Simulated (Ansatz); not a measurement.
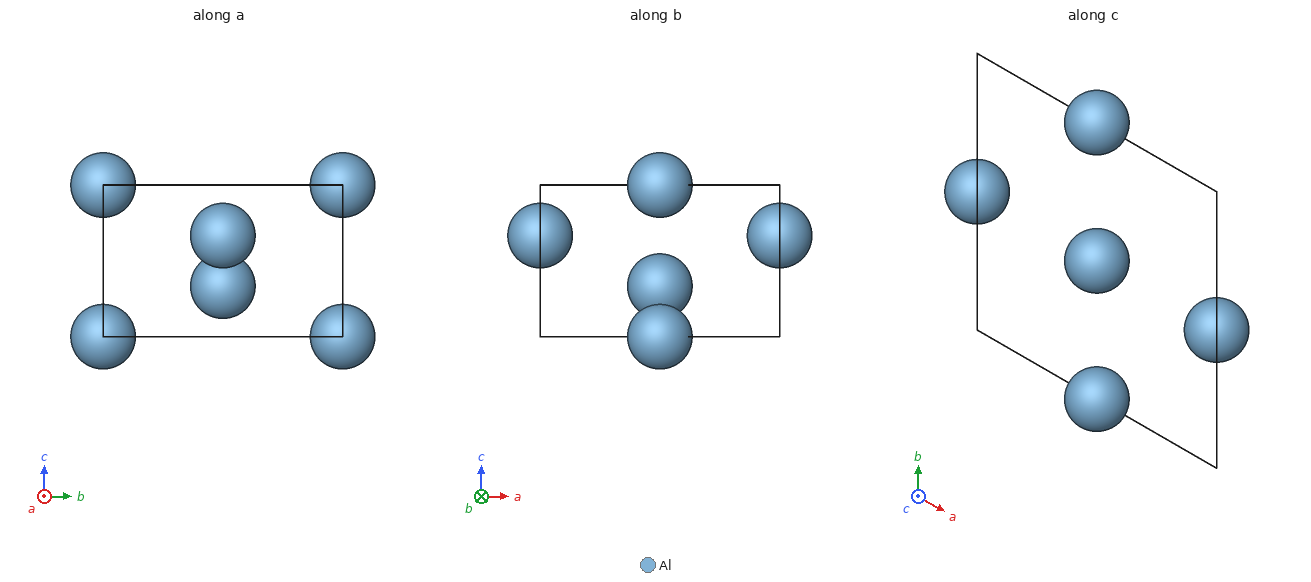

We look at a spheres-only model of the crystal along the a axis, along the b axis and along the c axis. The edges of the conventional unit cell are marked.

Lattice parameters: a = 5.0823 Å, b = 5.0823 Å, c = 2.7869 Å, α = 90.000°, β = 90.000°, γ = 120.000°.

Record the structure as a CIF in P1 with every atom of the cell.

Answer.
```cif
data_structure
_symmetry_space_group_name_H-M 'P 1'
_symmetry_Int_Tables_number 1
_cell_length_a 5.0823
_cell_length_b 5.0823
_cell_length_c 2.7869
_cell_angle_alpha 90.000
_cell_angle_beta 90.000
_cell_angle_gamma 120.000
_cell_volume 62.34
loop_
_atom_site_label
_atom_site_type_symbol
_atom_site_fract_x
_atom_site_fract_y
_atom_site_fract_z
_atom_site_occupancy
Al1 Al 0.5000 0.5000 0.3333 1
Al2 Al 0.5000 0.0000 0.0000 1
Al3 Al 0.0000 0.5000 0.6667 1
```

Its origin is a random cell made by a generator, so it need not be a real form of the element. Relaxation method: DFT PBE, scalar-relativistic, plane waves, PAW in Ansatz.
